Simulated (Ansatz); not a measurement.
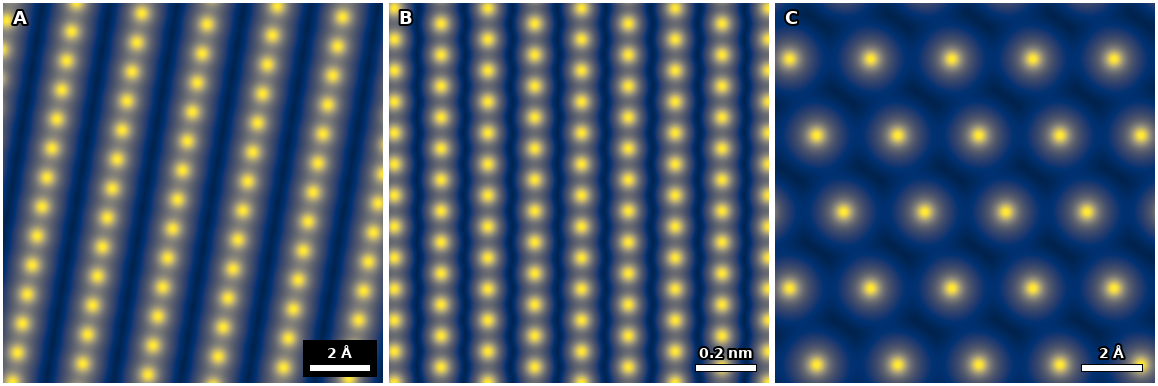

Three views of Zr (Fm-3m, No. 225) along different zone axes. Computed as the sum of neutral-atom potentials (tabulated electron scattering factors, B = 0.8 Å²) projected along the beam and smoothed by 0.25 Å; brighter is more positive. The display is stretched by a gamma of 0.6; percentages refer to the linear signal. Structure used: a calculation's starting geometry; the starting structure was generated, so it need not be a known form of this composition.

```cif
data_structure
_symmetry_space_group_name_H-M 'P 1'
_symmetry_Int_Tables_number 1
_cell_length_a 4.5303
_cell_length_b 4.5303
_cell_length_c 4.5303
_cell_angle_alpha 90.000
_cell_angle_beta 90.000
_cell_angle_gamma 90.000
_cell_volume 92.98
loop_
_atom_site_label
_atom_site_type_symbol
_atom_site_fract_x
_atom_site_fract_y
_atom_site_fract_z
_atom_site_occupancy
Zr1 Zr 0.00000 0.00000 0.00000 1
Zr2 Zr 0.00000 0.50000 0.50000 1
Zr3 Zr 0.50000 0.00000 0.50000 1
Zr4 Zr 0.50000 0.50000 0.00000 1
```

Question: Match the panels to the zone axes [110], [210] and [221].

Answer: A is [210]: projected cell 1.01 × 2.27 Å, 90°, plane group p2mm. B is [221]: projected cell 1.07 × 1.69 Å, 108°, plane group c2mm. C is [110]: projected cell 2.77 × 2.77 Å, 109°, plane group c2mm.
